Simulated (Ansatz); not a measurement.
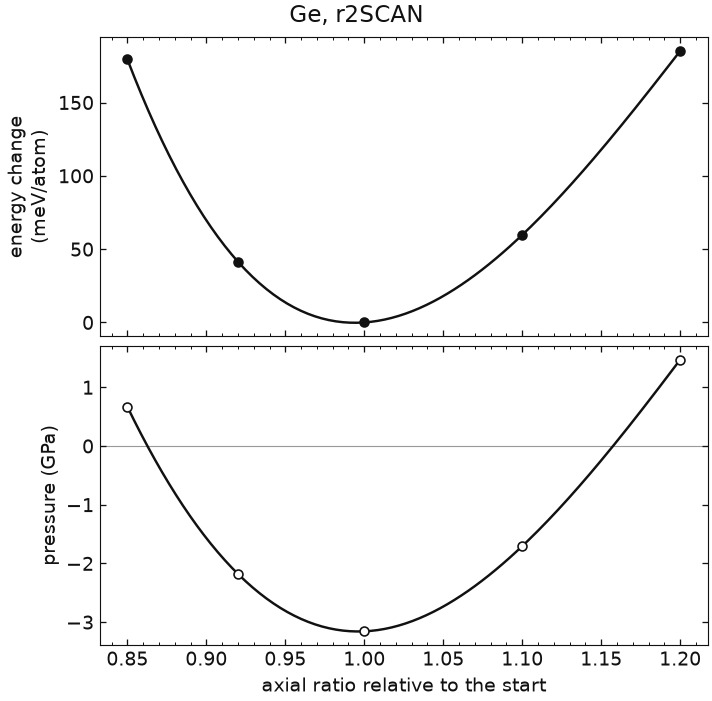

The picture above shows the energy change and pressure against relative axial ratio for Ge, space group Cmmm (No. 65).

Structure:
```xyz
1
Lattice="1.3971 -2.6005 0.0000 1.3971 2.6005 0.0000 0.0000 0.0000 2.6982" Properties=species:S:1:pos:R:3 pbc="T T T"
Ge    1.3971    0.0000    0.0000
```

How it was computed, with Ansatz 0.2.0: deformation of a crystal at fixed volume, lengths along the axis scaled against those across it, fractional coordinates fixed, by plane-wave density functional theory with PAW datasets, free energies less that of the undisturbed cell, pressure positive in compression; scalar-relativistic. Level: r2SCAN, no spin polarisation.

- wave cutoff: 500 eV
- k mesh: 22×22×20
- occupations: Gaussian
- smearing width: 0.15 eV
- k shift: (0, 0, 0) (mesh steps)
- start: as given
- path: axial
- axis direction: (0, 0, 1) (Cartesian unit vector)

**Where does the curve of the energy change have its lowest point?**

The lowest computed point is at relative axial ratio 1.00 (0 meV/atom).

**How does the pressure vary with relative axial ratio?**

It goes from 0.668 GPa at relative axial ratio 0.85 to 1.470 GPa at 1.20, not monotonically, with a low of −3.157 GPa at 1.00, and changes sign near 0.87 and 1.15.

Caveats: reference crystal is not relaxed; shape and atomic fractions are frozen while scaling, which makes layered, chain and framework solids too stiff.

The computed values:

```
axial ratio relative to the start  energy change (meV/atom)  pressure (GPa)
                             0.85                       179           0.668
                             0.92                        41          -2.179
                             1.00                         0          -3.157
                             1.10                        60          -1.706
                             1.20                       185           1.470
```
